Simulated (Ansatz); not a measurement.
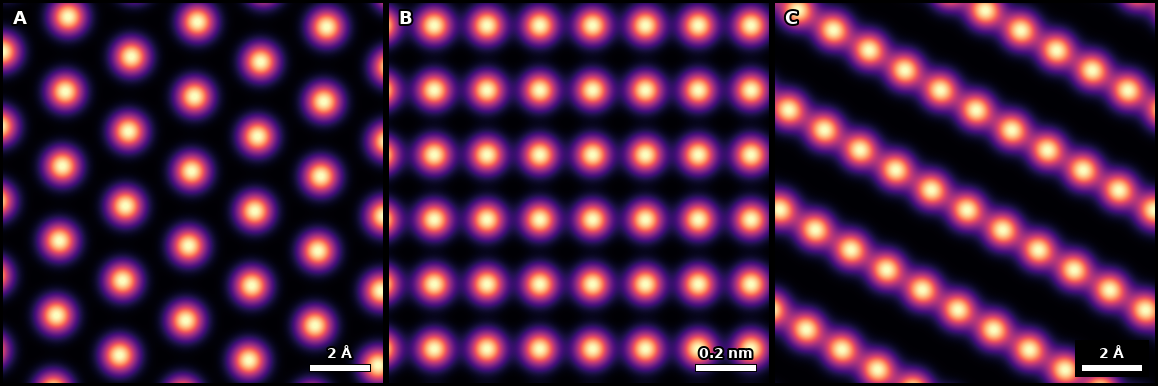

Three views of Yb (Pm-3m, No. 221) along different zone axes. Simulation: incoherent imaging, intensity Z^1.6 per atom, probe width 0.99 Å, thin sample. Structure used: the end point of a relaxation with Ansatz 0.2.0, DFT, LDA (PW92), plane waves (420 eV) with PAW, scalar-relativistic; the starting structure was generated, so it need not be a known form of this composition.

```cif
data_structure
_symmetry_space_group_name_H-M 'Pm-3m'
_symmetry_Int_Tables_number 221
_cell_length_a 3.1292
_cell_length_b 3.1292
_cell_length_c 3.1292
_cell_angle_alpha 90.000
_cell_angle_beta 90.000
_cell_angle_gamma 90.000
_cell_volume 30.64
loop_
_atom_site_label
_atom_site_type_symbol
_atom_site_symmetry_multiplicity
_atom_site_Wyckoff_symbol
_atom_site_fract_x
_atom_site_fract_y
_atom_site_fract_z
_atom_site_occupancy
Yb1 Yb 1 a 0.00000 0.00000 0.00000 1
```

Match the panels to the zone axes [111], [210] and [211].

A is [111]: projected cell 2.55 × 2.55 Å, 120°, plane group p6mm. B is [211]: projected cell 1.81 × 2.21 Å, 90°, plane group p2mm. C is [210]: projected cell 1.40 × 3.13 Å, 90°, plane group p2mm.
